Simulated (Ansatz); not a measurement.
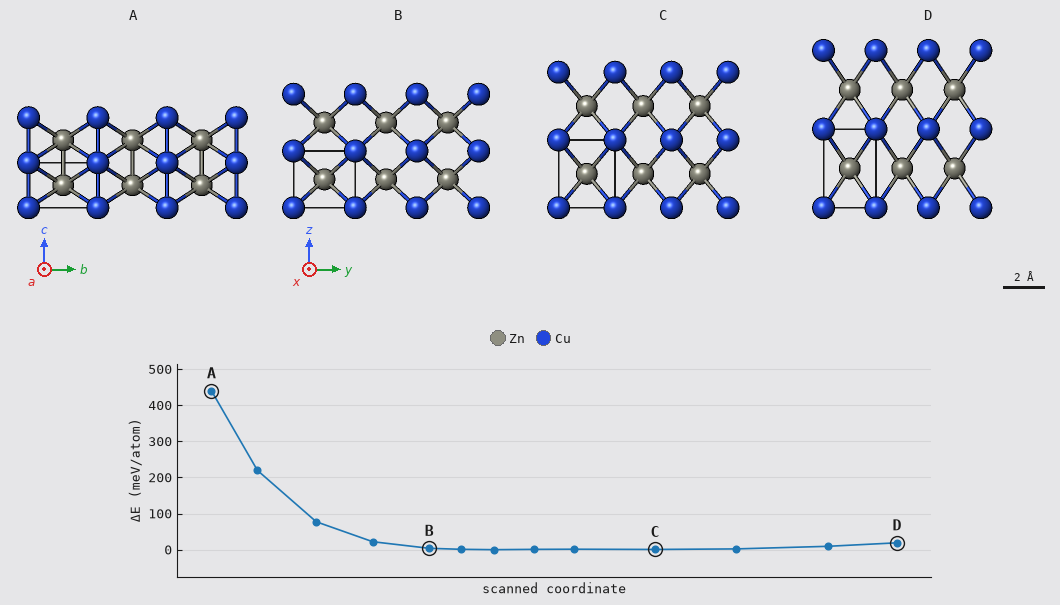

A scan of solid ZnCu (Pm-3m) along one coordinate. x, y and z are the Cartesian axes of the input. Style: ball-and-stick. Shown: the cell of the calculation, repeated 3 × 3 × 2 with one cell outlined, along the a axis.

The calculation used Ansatz, DFT PBE, scalar-relativistic, plane waves, PAW. Settings: plane-wave cutoff 420 eV; k-point mesh 18 × 18 × 18; occupations gaussian; smearing width 0.15 eV; no spin polarisation. Energies (free energies at the smearing named) are counted from the cell as listed in its source, which wasn't relaxed.

**Which coordinate changes from frame to frame?**

The ratio of the cell's length along z to its lengths across, counted as 1 for the reference, is changed at fixed volume (a tetragonal or Bain path), with the atoms kept at their fractional coordinates. In the frames the relative ratio is 0.65 (A), 0.92 (B), 1.20 (C), 1.50 (D). The lowest computed point lies at the relative ratio 1.00 (0 meV/atom). Further local minima among the points: 1.20 (1 meV/atom). The end points stand at 440 meV/atom (0.65) and 19 meV/atom (1.50). The unrelaxed reference is under a pressure of 2.4 GPa. The distortion takes the space group from Pm-3m to P4/mmm. At the relative ratio 1.50 the cell of the drawing goes a 2.945 → 2.573 Å, b 2.945 → 2.573 Å, c 2.945 → 3.859 Å.
